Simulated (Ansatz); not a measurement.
**Zr$_{3}$S$_{2}$: density, localisation and related maps**

```
CELL_PARAMETERS angstrom
4.13287 0.00000 0.00000
-2.06644 3.57917 0.00000
0.00000 0.00000 6.41849
ATOMIC_POSITIONS crystal
Zr 0.00000 0.00000 0.00000
Zr 0.33333 0.66667 0.64946
Zr 0.66667 0.33333 0.35054
S 0.33333 0.66667 0.21899
S 0.66667 0.33333 0.78101
```

Space group P-3m1; started from the A-type sesquioxide_164 prototype, which need not be the ambient phase.

All numbers below come from DFT PBE, scalar-relativistic, plane waves, PAW (Ansatz 0.2.0).

The density is the valence pseudo-density of a PAW calculation; it isn't the true density close to the nuclei.

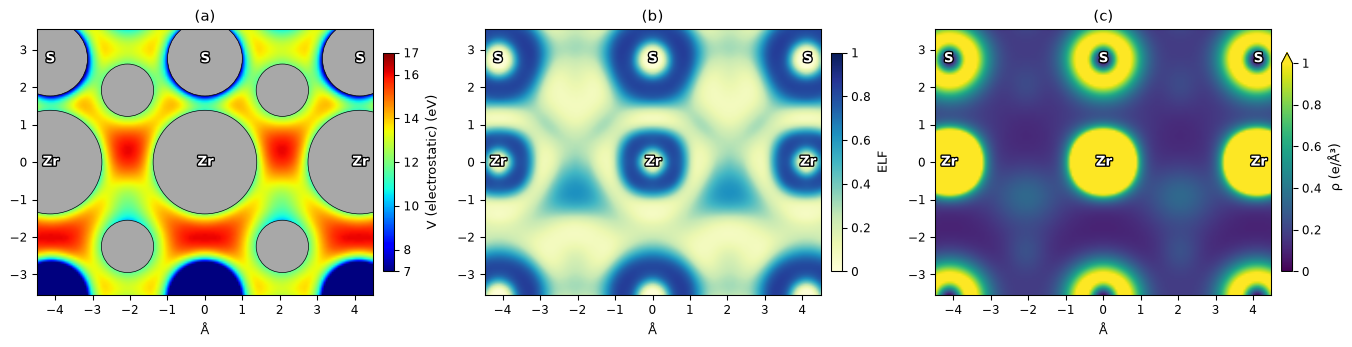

Figure 1. (a) electrostatic potential (local pseudopotential plus Hartree) felt by an electron; (b) electron localisation function; (c) valence pseudo-density on the (100) plane of the conventional cell. Grey discs cover the atomic cores in the potential map.

Q: Describe what can be read from this map.

A:
- The section cuts through Zr and S sites.
- Zr–S (2.76 Å): ρ is about 0.27 e/Å³ halfway; the ELF peaks at about 0.80 in the valence shell of S, 0.8 Å from its nucleus, and is about 0.20 at the midpoint; no localised pair shows between them.
- Between the atoms the lowest density in this plane is 0.1 e/Å³.
- The features right at Zr lie inside the PAW spheres, where the map follows smoothed inner orbitals and isn't to be read closely.
- Outside the cores the potential energy rises away from the atoms and is highest about 1.7 Å from the nearest atoms; its zero is arbitrary.

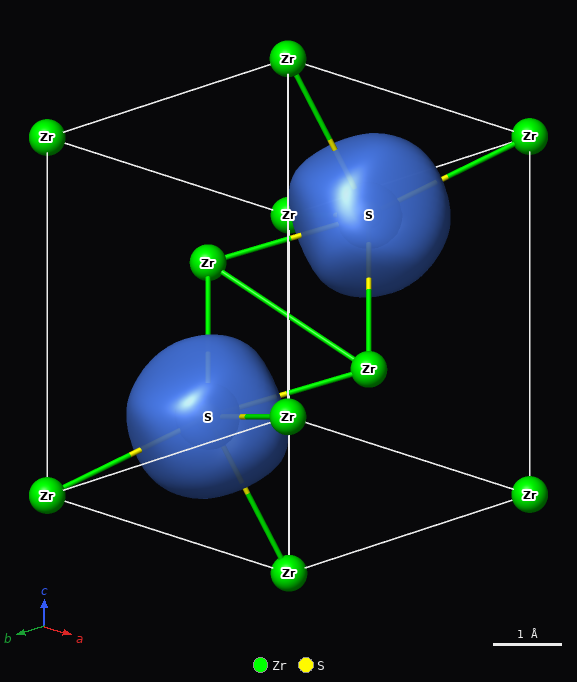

Figure 2. Isosurface of the ELF at 0.6 (blue), seen at an oblique angle. Core shells and regions of very low density are left out. Sticks mark near contacts.

Q: What do the ELF domains correspond to?

A: The surface consists of two regions wrapped around S (the valence shell of each), counted in one cell of 5 atoms. Any copies at cell faces, edges or corners count once. Profiles from the grid: Zr–S (2.53 Å): the ELF peaks at about 0.85 in the valence shell of S, 0.8 Å from its nucleus, and is about 0.25 at the midpoint; no shared electron pair shows on this line. Zr–Zr (3.06 Å): the ELF is about 0.35 at the midpoint.

Q: Does the calculation give a band gap?

A: It is gapless in this calculation (a metal or semimetal).
